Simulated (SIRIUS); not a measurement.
**A series of single points on PbS**

System: PbS (Fm-3m, 2 atoms in the cell).
Method: Kohn-Sham DFT of a periodic cell, PBEsol, dojo-sr-pbesol-0.4.1-standard, no spin polarisation (SIRIUS 7.10.0).

The 7 runs differ only in the geometry, by an even scaling of the cell at fixed fractional positions. The structure derives from an entry of the Crystallography Open Database.

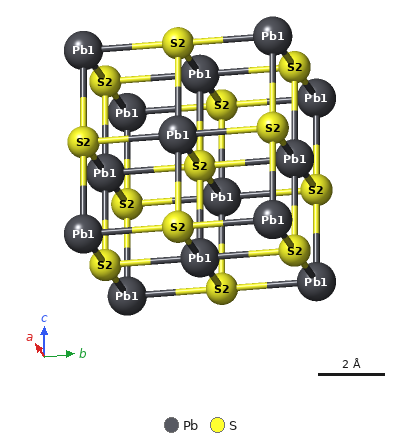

Figure 1. The structure of run 4 (ball-and-stick view of the cell 4 times as large as that of the calculation, set on its symmetry axes, seen at an oblique angle; atoms are numbered from 1 in the order of the input). An atom can appear more than once, as a periodic image.

### Input of run 4
```
{
  "control": {
    "processing_unit": "cpu",
    "verbosity": 2,
    "num_bands_to_print": 17,
    "print_forces": true,
    "print_stress": true
  },
  "parameters": {
    "electronic_structure_method": "pseudopotential",
    "xc_functionals": ["XC_GGA_X_PBE_SOL", "XC_GGA_C_PBE_SOL"],
    "gk_cutoff": 7.5,
    "pw_cutoff": 15.0,
    "ngridk": [8, 8, 8],
    "shiftk": [0, 0, 0],
    "smearing": "fermi_dirac",
    "smearing_width": 0.0018374661,
    "num_bands": 17,
    "num_mag_dims": 0,
    "num_dft_iter": 100,
    "energy_tol": 1e-08,
    "density_tol": 1e-06
  },
  "iterative_solver": {
    "type": "davidson",
    "min_tolerance": 1e-09,
    "tolerance_scale": [0.1, 0.25]
  },
  "mixer": {
    "type": "anderson",
    "beta": 0.7,
    "max_history": 8
  },
  "settings": {
    "tol_ne": 1e-10,
    "pseudo_grid_cutoff": 6.5
  },
  "unit_cell": {
    "lattice_vectors": [
      [0.0, 0.707106781187, 0.707106781187],
      [0.707106781187, 0.0, 0.707106781187],
      [0.707106781187, 0.707106781187, 0.0]
    ],
    "lattice_vectors_scale": 7.9258966301,
    "atom_coordinate_units": "lattice",
    "atom_types": ["Pb", "S"],
    "atom_files": {
      "S": "S.json",
      "Pb": "Pb.json"
    },
    "atoms": {
      "Pb": [
        [0.0, 0.0, 0.0]
      ],
      "S": [
        [0.5, 0.5, 0.5]
      ]
    }
  }
}
```

Command:
```bash
upf_to_json S.upf
upf_to_json Pb.upf
OMP_NUM_THREADS=1 sirius.scf --input=sirius.json --output=out.json --task=0
```

Lattice vectors (Å) and fractional positions of run 4:
```
   0.000000    2.965750    2.965750
   2.965750    0.000000    2.965750
   2.965750    2.965750    0.000000
Pb  0.000000  0.000000  0.000000
S   0.500000  0.500000  0.500000
```

Run 5 has the same physical settings and fractional positions; its lattice vectors (Å) are:
```
   0.000000    2.985391    2.985391
   2.985391    0.000000    2.985391
   2.985391    2.985391    0.000000
```

### Results, with one run withheld

```csv
run,volume per atom (Å³),"free energy per atom, from the lowest run given (meV)",pressure (GPa),gap on the mesh (eV)
1,24.521,11.06,3.11,0.01
2,25.042,3.30,1.67,0.10
3,25.564,0.00,0.37,0.18
4,26.086,0.75,−0.82,0.26
5,26.607,?,?,?
6,27.129,12.88,−2.85,0.40
7,27.651,23.57,−3.71,0.46
```

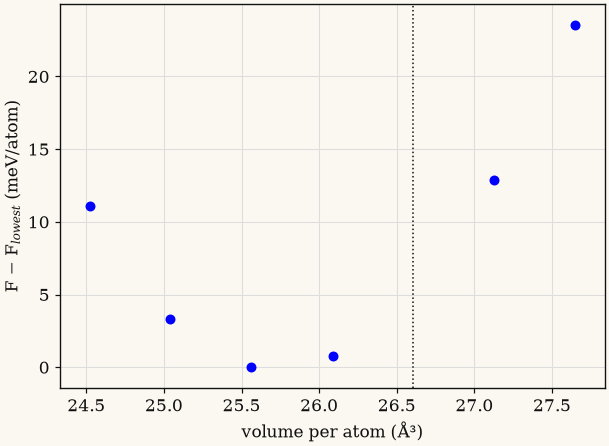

Figure 2. Free energy per atom of the runs given; the dotted line marks run 5.

What should run 5 give?

A cubic polynomial in V^(−2/3) (the Birch–Murnaghan form), fitted to the 6 runs given, misses them by at most 0.01 meV per atom. With x = V^(−2/3) − 0.11406 Å⁻², it reads F = 0.22363 − 1146.5 x + 8.1385e+05 x² + 1.4604e+05 x³ (meV per atom). At run 5 it gives 5.16 meV per atom, and the run itself gives 5.17. The slope of the fit gives a pressure −dF/dV of −1.88 GPa there, and the run prints −1.89 GPa. The fit has its minimum at 25.721 Å³ per atom, where V d²F/dV² gives 59.4 GPa: the bulk modulus at this level, since symmetry fixes the shape and the positions. The gap on the mesh goes, without turning, from 0.01 eV in run 1 to 0.46 eV in run 7; run 5 has 0.33 eV. These are gaps of this functional on this mesh, which can miss the band edges; they aren't the measured gap.

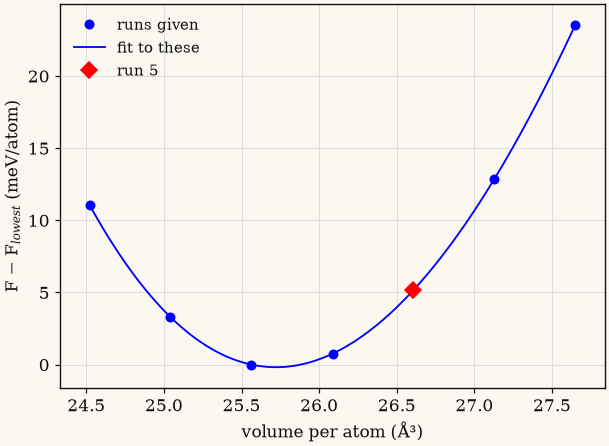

Figure 3. The fit and the withheld run.

### Some lines of the output (run 5)
```
[...]
[find] Total energy                   :     -81.32552028 (Ha),    -162.65104056 (Ry)
[find] Free energy (E-TS)             :     -81.32552900 (Ha),    -162.65105800 (Ry)
[find] band gap (eV)                  :       0.33163974
[find] Efermi                         :       0.30869582
[find] Total energy                   :     -81.32552029 (Ha),    -162.65104057 (Ry)
[find] Free energy (E-TS)             :     -81.32552902 (Ha),    -162.65105803 (Ry)
[find] band gap (eV)                  :       0.33146986
[find] Efermi                         :       0.30870219
[find] Total energy                   :     -81.32552030 (Ha),    -162.65104059 (Ry)
[find] Free energy (E-TS)             :     -81.32552902 (Ha),    -162.65105804 (Ry)
[find] band gap (eV)                  :       0.33156618
[find] Efermi                         :       0.30869959
[find] band gap (eV)                  :       0.33155650
[find] Efermi                         :       0.30869987
```

Notes: Spin–orbit coupling is left out, which matters for Pb.
